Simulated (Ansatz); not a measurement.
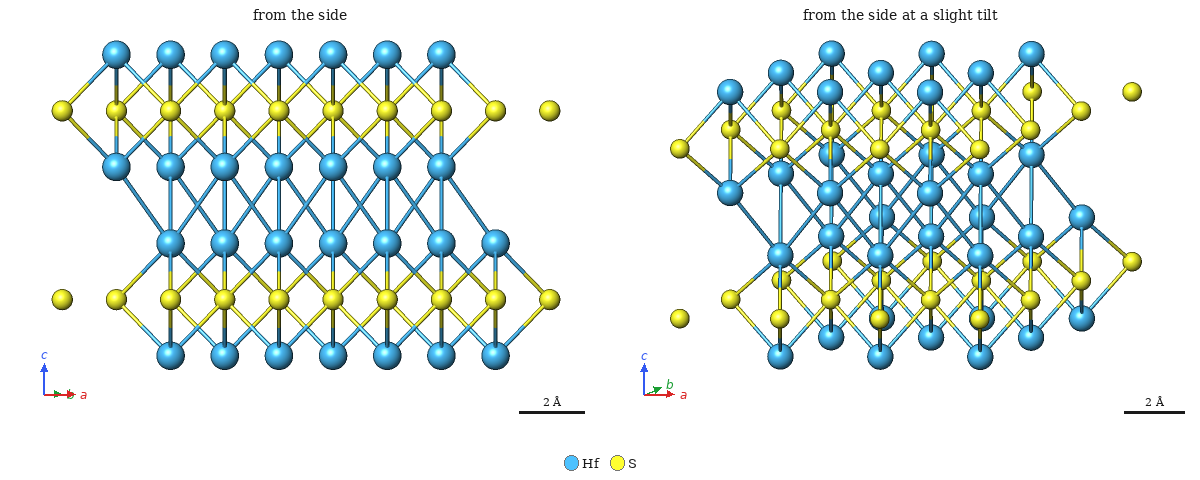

A ball-and-stick picture of a periodic slab, seen from the side and from the side at a slight tilt. The surface normal points up in side views; the vacuum is left out. 3×3 cells are drawn in the plane, with atoms at the edges repeated.

The cell holds 4 Hf, 2 S.

Which elements lie outermost on each side?

Answer. The top face ends in Hf, the bottom face in Hf. The two faces are alike.

Estimate the thickness.

Answer. About 9 Å from the lowest to the highest atom.

What is the stacking of atomic planes, top to bottom?

Answer. Six planes: Hf / S / Hf / Hf / S / Hf.

Starting structure: a structure listed in the Materials Project. The cell was then strained or its atoms displaced on purpose. It went into a calculation with Ansatz.

At this level of theory the run's own cell isn't at rest (stretched, at -4 GPa), so its distances can differ from those at equilibrium, the more so the softer the solid.
